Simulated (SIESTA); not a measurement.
**Ir: 7 runs along one coordinate**

System: Ir (1 atom in the cell).
Method: Kohn-Sham DFT of a periodic cell, PBEsol, PseudoDojo 0.4 standard, converted to PSML, no spin polarisation (SIESTA 5.4.2).

The 7 runs differ only in the geometry, by an even scaling of the cell at fixed fractional positions. The structure derives from an entry of the Crystallography Open Database.

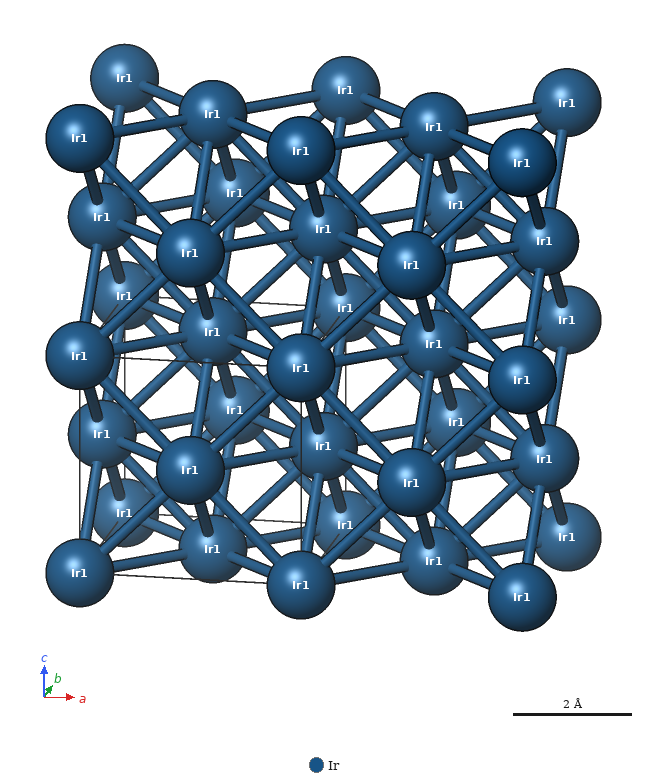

Figure 1. The structure of run 4 (ball-and-stick view of the cell 4 times as large as that of the calculation, set on its symmetry axes, repeated 2 × 1 × 2, seen slightly off an axis; atoms are numbered from 1 in the order of the input). An atom can appear more than once, as a periodic image.

**Input of run 4**
```
SystemName                      Iridium
SystemLabel                     Ir
NumberOfSpecies                 1
NumberOfAtoms                   1
%block ChemicalSpeciesLabel
  1  77 Ir
%endblock ChemicalSpeciesLabel

LatticeConstant                 1.0 Ang
%block LatticeVectors
     0.0000000000     1.9156000000     1.9156000000
     1.9156000000     0.0000000000     1.9156000000
     1.9156000000     1.9156000000     0.0000000000
%endblock LatticeVectors
AtomicCoordinatesFormat         Fractional
%block AtomicCoordinatesAndAtomicSpecies
     0.0000000000     0.0000000000     0.0000000000  1  Ir
%endblock AtomicCoordinatesAndAtomicSpecies

%block kgrid.MonkhorstPack
   12   0   0  0.0
    0  12   0  0.0
    0   0  12  0.0
%endblock kgrid.MonkhorstPack
XC.Functional                   GGA
XC.Authors                      PBEsol
PAO.BasisSize                   DZP
PAO.EnergyShift                 0.003 Ry
Mesh.Cutoff                     800 Ry
OccupationFunction              FD
ElectronicTemperature           0.05 eV
MaxSCFIterations                120
SCF.MustConverge                false
SCF.Mixer.Method                Pulay
SCF.Mixer.Weight                0.25
SCF.Mixer.History               8
SCF.DM.Tolerance                5.0e-05
SCF.H.Tolerance                 1.0e-03 eV
WriteForces                     true
Charge.Mulliken                 end
Charge.Hirshfeld                end
Charge.Voronoi                  end
SaveRho                         true
SaveElectrostaticPotential      true
%block PAO.Basis
  Ir 5
  n=5 0 2
    2.799 0.000
  n=6 0 2
    6.762 0.000
  n=5 1 2
    3.326 0.000
  n=6 1 1
    6.762
  n=5 2 2
    5.613 0.000
%endblock PAO.Basis
```

Command:
```bash
siesta Ir.fdf > Ir.out 2>&1
```

Lattice vectors (Å) and fractional positions of run 4:
```
   0.000000    1.915600    1.915600
   1.915600    0.000000    1.915600
   1.915600    1.915600    0.000000
Ir  0.000000  0.000000  0.000000
```

Run 3 has the same physical settings and fractional positions; its lattice vectors (Å) are:
```
   0.000000    1.902743    1.902743
   1.902743    0.000000    1.902743
   1.902743    1.902743    0.000000
```

**Results, with one run withheld**

| run | volume per atom (Å³) | free energy per atom, from the lowest run given (meV) | pressure (GPa) |
| --- | --- | --- | --- |
| 1 | 13.215 | 90.03 | 32.93 |
| 2 | 13.496 | 42.18 | 21.95 |
| 3 | 13.778 | ? | ? |
| 4 | 14.059 | 0.00 | 3.18 |
| 5 | 14.340 | 1.01 | −4.06 |
| 6 | 14.621 | 14.51 | −11.19 |
| 7 | 14.902 | 39.59 | −17.01 |

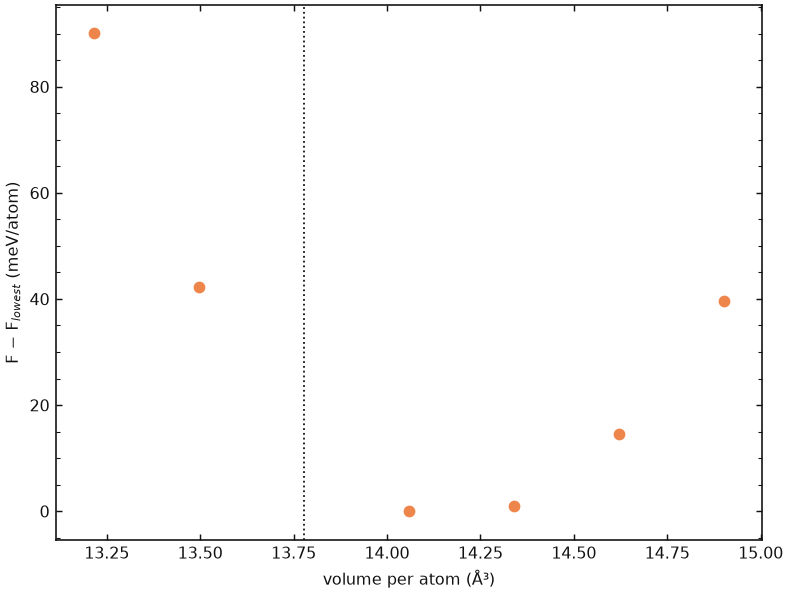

Figure 2. Free energy per atom of the runs given; the dotted line marks run 3.

What should run 3 give?

A cubic polynomial in V^(−2/3) (the Birch–Murnaghan form), fitted to the 6 runs given, misses them by at most 0.20 meV per atom. With x = V^(−2/3) − 0.17146 Å⁻², it reads F = −0.63023 + 1915.1 x + 1.3386e+06 x² + 5.2114e+06 x³ (meV per atom). At run 3 it gives 12.93 meV per atom, and the run itself gives 12.93. The slope of the fit gives a pressure −dF/dV of 11.88 GPa there, and the run prints 11.67 GPa. The two needn't agree exactly: the fit is approximate, and the printed stress is taken on a finite basis. The fit has its minimum at 14.174 Å³ per atom, where V d²F/dV² gives 389 GPa: the bulk modulus at this level, since symmetry fixes the shape and the positions.

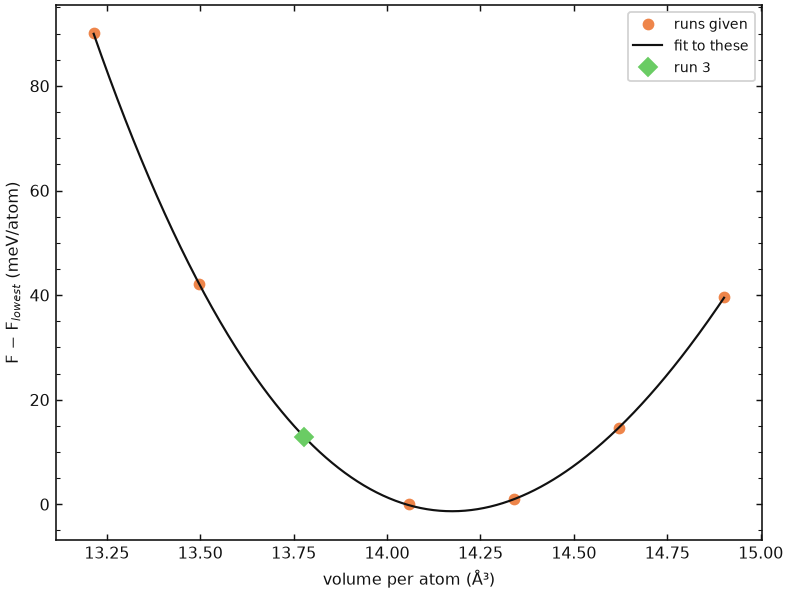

Figure 3. The fit and the withheld run.

**Some lines of the output (run 3)**
```
[...]
outcell: Cell volume (Ang**3)        :     13.7775
stepf: Fermi-Dirac step function
siesta: Etot    =     -3128.210799
siesta: FreeEng =     -3128.214781
        iscf     Eharris(eV)        E_KS(eV)     FreeEng(eV)     dDmax    Ef(eV) dHmax(eV)
siesta: E_KS(eV) =            -3129.0247
siesta: E_KS - E_eggbox =     -3129.0247
siesta: Etot    =     -3129.024727
siesta: FreeEng =     -3129.029184
siesta:         Fermi =      -2.587437
siesta: Cell volume =         13.777504 Ang**3
    Orbital volume contribution        =           0.779117 eV
```

Notes on the run: xc_check: WARNING: Pseudopotential generated with GGA PBE functional. Points of doubt noted for this run: mulliken charges of long orbitals; valence orbitals made in semicore potential. Spin–orbit coupling is left out, which matters for Ir. With a small basis of atomic orbitals these values can differ much from converged plane-wave results.
